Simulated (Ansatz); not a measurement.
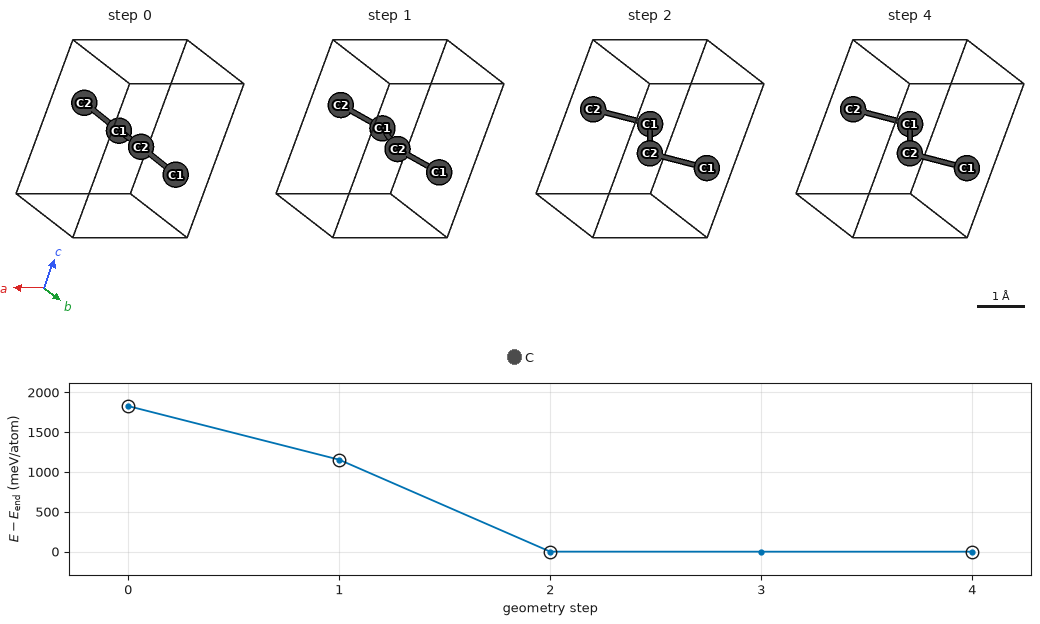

Frames of a relaxation of a crystal of C (set up in P-1), marked on the history of the run. The picture is a ball-and-stick view of the cell of the calculation, reduced to other axes, seen from a free direction. Lengths and directions refer to the drawn axes.

Case: all atoms moved at random, sigma 0.4 Å for each component, cell strained at random, sigma 0.01; relaxed back.

Computed with Ansatz 0.2.0, DFT LDA, scalar-relativistic, plane waves, PAW.

Input
```yaml
crystal:
  lattice:
    - [1.2340257742, 0.7073000252, 3.2902288568]
    - [-1.2280929087, 0.691979821, 3.2913057702]
    - [-0.0103012533, -1.4155018856, 3.2942306576]
  atoms:
    - { symbol: C, position: [0.1969607982, 0.0366801627, 0.2321789326] }
    - { symbol: C, position: [0.8030392018, 0.9633198373, 0.7678210674] }
basis:
  ecutwfc: 420
kpoints:
  mp_grid: { grid: [12, 12, 12] }
hamiltonian:
  xc: lda
scf:
  occupations: { method: gaussian, width: 0.05 }
output:
  forces: true
  stress: true
  eigenvalues: true
relax:
  adjacent_minimum: "off"
  f_tol: 0.01
  max_steps: 80
```

Launched with:
```bash
ansatz run input.yaml --threads 2 --pin off --max-ram 5120MiB --backend cpu --events-out ev --progress --plain --runs-dir out
```

Q: What happens along the run?

A: The largest moves, 0.28 Å, are those of C1 and C2. C1 goes along [−3 −1 1]. The lattice vectors keep their values. Among the contacts that change: C1–C2 1.927 → 1.413 Å, C1–C2 (another image) 1.181 → 1.412 Å, C1–C2 (another image) 1.353 → 1.423 Å. New bonds form: C1–C2 (1.93 → 1.41 Å). Bond angles that change, for instance: C2–C1–C2 152.2° → 120.4°. The space group stays P-1 (No. 2). After 4 geometry steps the energy has fallen by 1830 meV per atom. Largest force component: 11 eV/Å at the start, 0.00031 eV/Å at the end. Cost: 31 s on 2 threads of Intel(R) Xeon(R) Platinum 8259CL CPU @ 2.50GHz (Skylake/Cascade Lake) (shared host), peak memory 0.49 GiB. From step 0 to 1: C atoms move most (0.09 Å), energy −674 meV per atom. From step 1 to 2: C atoms move most (0.19 Å), energy −1155 meV per atom. From step 2 to 4: energy −0.5 meV per atom.

```csv
step,"E − E(0), meV/atom","largest force component, eV/Å"
0,0.00,11.4608
1,-673.73,6.1980
2,-1829.18,0.2427
3,-1829.72,0.0132
4,-1829.72,0.0003
```
